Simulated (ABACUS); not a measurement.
# FeO: 7 runs along one coordinate

System: FeO (Fm-3m, 2 atoms in the cell).
Method: Kohn-Sham DFT of a periodic cell, PBE, PseudoDojo NC SR 0.4.1 PBE standard, spin-polarised (ABACUS 3.10.1).

The 7 runs differ only in the geometry, by an even scaling of the cell at fixed fractional positions. The structure derives from an entry of the Crystallography Open Database.

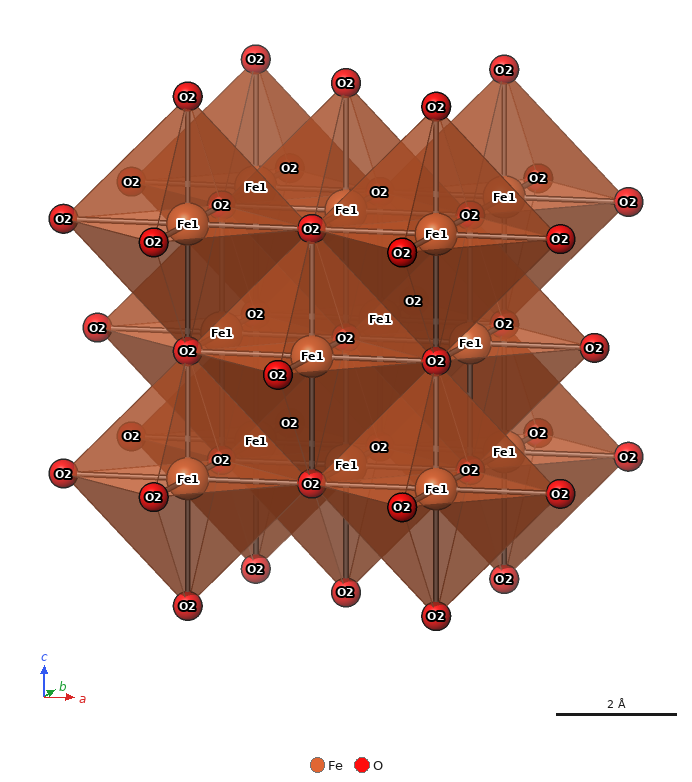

Figure 1. The structure of run 4 (polyhedral view of the cell 4 times as large as that of the calculation, set on its symmetry axes, seen slightly off an axis; polyhedra are completed across the faces of the cell; atoms are numbered from 1 in the order of the input).

### Input of run 4
```
INPUT_PARAMETERS
suffix              FeO
calculation         scf
basis_type          pw
pseudo_dir          ./
symmetry            1
dft_functional      pbe
ecutwfc             90
pseudo_rcut         10
nspin               2
nbands              17
ks_solver           dav
smearing_method     fd
smearing_sigma      0.00367493
scf_thr             1e-08
scf_nmax            100
mixing_type         broyden
mixing_beta         0.4
cal_force           1
cal_stress          1
kpar                4
```

### File STRU of run 4
```
ATOMIC_SPECIES
Fe 55.8450 Fe.upf
O 15.9990 O.upf

LATTICE_CONSTANT
1.8897261246

LATTICE_VECTORS
0.0000000000 2.1554000000 2.1554000000
2.1554000000 0.0000000000 2.1554000000
2.1554000000 2.1554000000 0.0000000000

ATOMIC_POSITIONS
Direct

Fe
0.0
1
0.0000000000 0.0000000000 0.0000000000 1 1 1 mag 3

O
0.0
1
0.5000000000 0.5000000000 0.5000000000 1 1 1 mag 0
```

### File KPT of run 4
```
K_POINTS
0
Gamma
11 11 11 0 0 0
```

Command:
```bash
OMP_NUM_THREADS=1 mpirun -np 4 abacus > log
```

Run 5 differs from it as follows:
```diff
-0.0000000000 2.1554000000 2.1554000000
-2.1554000000 0.0000000000 2.1554000000
-2.1554000000 2.1554000000 0.0000000000
+0.0000000000 2.1696745882 2.1696745882
+2.1696745882 0.0000000000 2.1696745882
+2.1696745882 2.1696745882 0.0000000000
```

### Results, with one run withheld

```csv
run,volume per atom (Å³),"free energy per atom, from the lowest run given (meV)",pressure (GPa)
1,9.413,19.61,11.94
2,9.613,7.59,7.14
3,9.813,1.26,2.85
4,10.013,0.00,−0.98
5,10.214,?,?
6,10.414,10.63,−7.49
7,10.614,21.64,−10.25
```

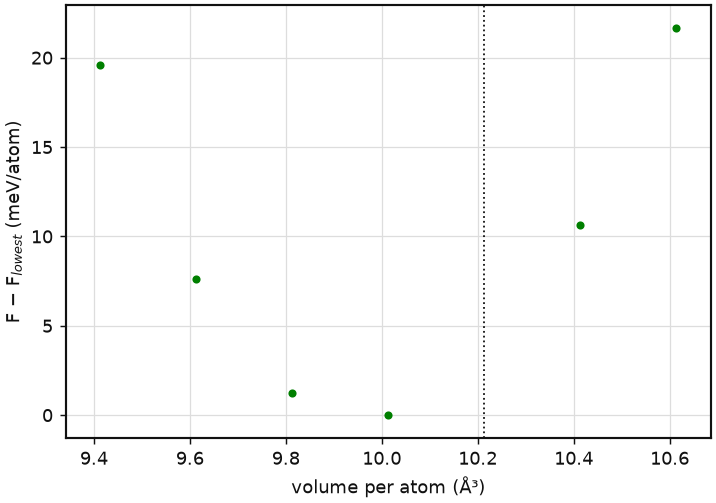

Figure 2. Free energy per atom of the runs given; the dotted line marks run 5.

Fit the runs given and predict run 5.

A cubic polynomial in V^(−2/3) (the Birch–Murnaghan form), fitted to the 6 runs given, misses them by at most 0.01 meV per atom. With x = V^(−2/3) − 0.21595 Å⁻², it reads F = −0.13882 + 8.0106 x + 2.7885e+05 x² + 3.2659e+05 x³ (meV per atom). At run 5 it gives 3.29 meV per atom, and the run itself gives 3.28. The slope of the fit gives a pressure −dF/dV of −4.32 GPa there, and the run prints −4.41 GPa. The two needn't agree exactly: the fit is approximate, and the printed stress is taken on a finite basis. The fit has its minimum at 9.966 Å³ per atom, where V d²F/dV² gives 186 GPa: the bulk modulus at this level, since symmetry fixes the shape and the positions.

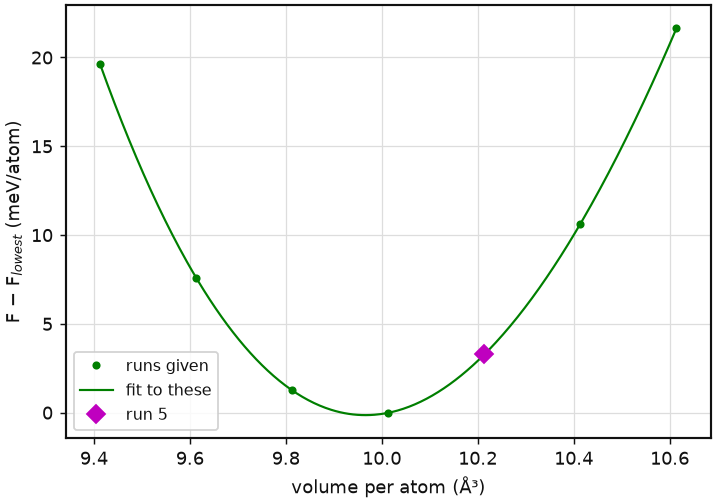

Figure 3. The fit and the withheld run.

### Some lines of the output (run 5)
```
[...]
 E_Fermi        1.0488509967         14.2703499080
 E_Fermi        1.0400514400         14.1506257970
 E_Fermi        1.0595410025         14.4157948991
 E_Fermi        1.0541962740         14.3430761366
 E_Fermi        1.0536660844         14.3358625366
 E_Fermi        1.0544781369         14.3469110784
 E_Fermi        1.0549979242         14.3539831473
 E_Fermi        1.0549306678         14.3530680771
 E_KS(sigma->0) -283.7283016517      -3860.3215863254
 E_Fermi        1.0548877402         14.3524840170
 final etot is -3860.3275038 eV
 EFERMI = 14.352484017 eV
 TOTAL-PRESSURE: -44.113282 KBAR
 !FINAL_ETOT_IS -3860.3275037967518983 eV
```
